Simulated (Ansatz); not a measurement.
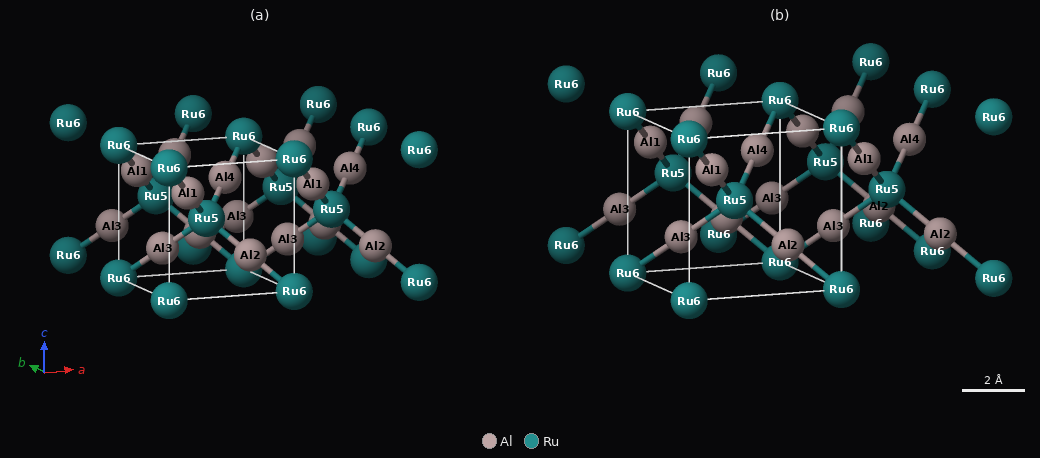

The structure of a crystal of Al$_{2}$Ru (built on the Cu2O-224 type type) before (left) and after (right) a relaxation, at one scale.

A ball-and-stick model of the cell of the calculation, repeated 2 × 2 × 1 with one cell outlined, seen slightly off an axis.

Theory: DFT, PBEsol, plane waves, PAW (Ansatz 0.2.0). Settings: plane-wave cutoff 420 eV; k-point mesh 6 × 6 × 6; occupations fermi dirac; smearing width 0.03 eV; no spin polarisation; cell and atoms relaxed; force threshold 0.01 eV/Å; at most 120 steps.

Question: What changed between the two?

Answer: No atom moves by more than 0.005 Å relative to the cell. The volume changes by +80.6 %, with a = b = c 4.352 → 5.300 Å (+21.8 %). Near-neighbour distances that change, for instance: Al1–Ru5 1.885 → 2.295 Å. The space group stays Pn-3m (No. 224). The energy falls by 14.734 eV per cell of the calculation in 9 accepted moves (11 points after the start). All forces vanish by symmetry, so only the cell relaxes. Pressure: 113.64 GPa at the start and −0.03 GPa at the end. The SCF was repeated twice at an unchanged geometry on a basis and grid sized afresh for the cell, which shifted the energy by 0.531 eV per cell of the calculation at most. The run took 12 s on 2 threads of AMD EPYC 7R13 Processor (Zen 3) (shared host), peak memory 0.64 GiB.
